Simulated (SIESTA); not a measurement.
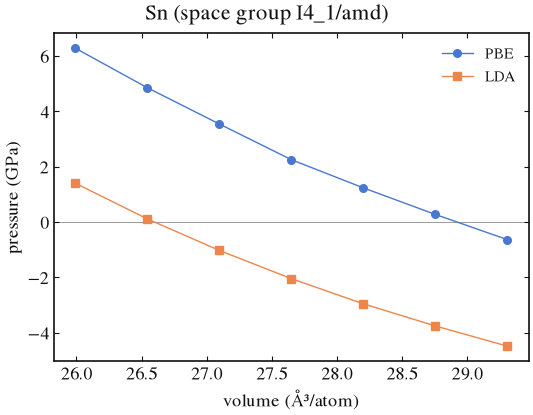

The figure shows the pressure against volume, with one curve for each functional, for Sn (space group I4_1/amd).

Method: DFT in numerical atomic orbitals with pseudopotentials, no spin polarisation; energies at scaled volumes of the given cell, shape and fractions fixed, counted from the fit's minimum, third-order Birch-Murnaghan fit (SIESTA 5.4.2). All runs: no spin polarisation.

```csv
setting,value
k mesh,9×9×9
occupations,Fermi–Dirac
smearing width,0.05 eV
potentials,"PseudoDojo 0.4 standard, converted to PSML, two zetas on semicore shells"
```

Order the curves by fitted equilibrium volume, smallest first.

Answer. LDA 26.593, PBE 28.908 Å³/atom.

Order the curves by fitted bulk modulus, smallest first.

Answer. PBE 46.5, LDA 57.8 GPa.

For PBE: what does the pressure do across the range?

Answer. It falls from 6.28 GPa at volume 25.99 Å³/atom to −0.64 GPa at 29.31 Å³/atom, and changes sign near 28.92 Å³/atom.

For LDA: read off the course of the pressure.

Answer. It falls from 1.40 GPa at volume 25.99 Å³/atom to −4.49 GPa at 29.31 Å³/atom, and changes sign near 26.60 Å³/atom.

Caveats: mulliken charges of long orbitals; shape and atomic fractions are frozen while scaling, which makes layered, chain and framework solids too stiff.
